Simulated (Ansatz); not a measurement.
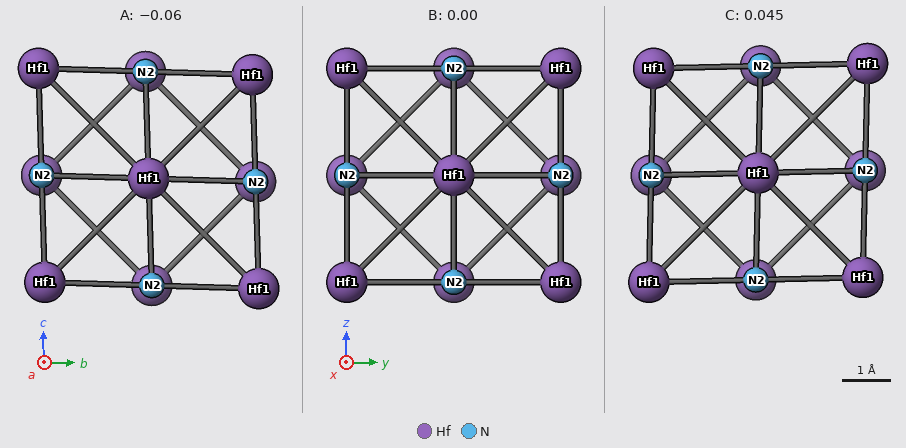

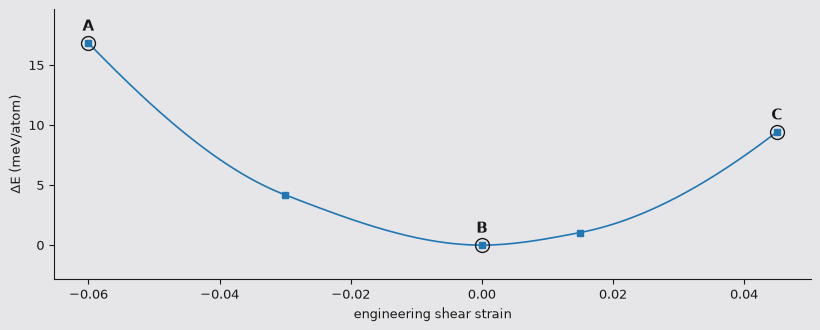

A scan of solid HfN (Fm-3m): the cell is strained in shear in the yz plane, with the atoms kept at their fractional coordinates. x, y and z are the Cartesian axes of the input. The lettered frames are marked on the plot. The picture is a ball-and-stick view of the conventional cell (4 times the calculation's cell), seen along the a axis. Lengths and directions refer to the drawn axes.

Level of theory: Ansatz 0.2.0, DFT r2SCAN, scalar-relativistic, plane waves, PAW. (plane-wave cutoff 500 eV; k-point mesh 22 × 22 × 22; occupations gaussian; smearing width 0.15 eV; no spin polarisation). Energies (free energies at the smearing named) are counted from the relaxed crystal.

**Read off the main features of the energy profile.**

The lowest computed point lies at the strain 0.00 (0.0 meV/atom). The end points stand at 16.8 meV/atom (−0.06) and 9.4 meV/atom (0.045). The distortion takes the space group from Fm-3m to Immm. At the strain −0.06 the cell of the drawing goes b 4.525 → 4.527 Å, c 4.525 → 4.527 Å, α 90.0° → 93.4°.

The computed points:

| engineering shear strain | ΔE (meV/atom) |
| --- | --- |
| −0.060 | 16.8 |
| −0.030 | 4.2 |
| 0.000 | 0.0 |
| 0.015 | 1.0 |
| 0.045 | 9.4 |
